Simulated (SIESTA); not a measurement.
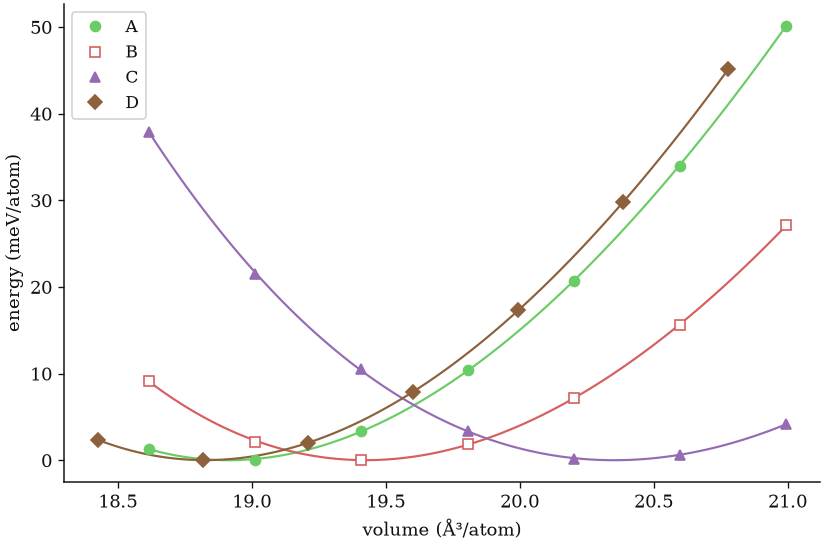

The picture above shows the energy against volume, with one curve for each functional, for ZnS (space group P6_3mc). The labels are replaced by letters. In alphabetical order the cases are: LDA; PBE; PBEsol; PBEsol + D3(BJ).

Computed with SIESTA 5.4.2: DFT in numerical atomic orbitals with pseudopotentials, no spin polarisation; energies at scaled volumes of the given cell, shape and fractions fixed, counted from the fit's minimum, third-order Birch-Murnaghan fit. All runs: no spin polarisation.

```json
{"setting": "occupations", "value": "Fermi–Dirac"}
{"setting": "smearing width", "value": "0.05 eV"}
{"setting": "potentials", "value": "PseudoDojo 0.4 standard, converted to PSML, two zetas on semicore shells"}
```

Which letter stands for which functional?

Answer. A: PBEsol + D3(BJ); B: PBEsol; C: PBE; D: LDA.

Limits of the calculation: mulliken charges of long orbitals (PBEsol, PBE, LDA); short basis over semicore shells; valence orbitals made in semicore potential; shape and atomic fractions are frozen while scaling, which makes layered, chain and framework solids too stiff.
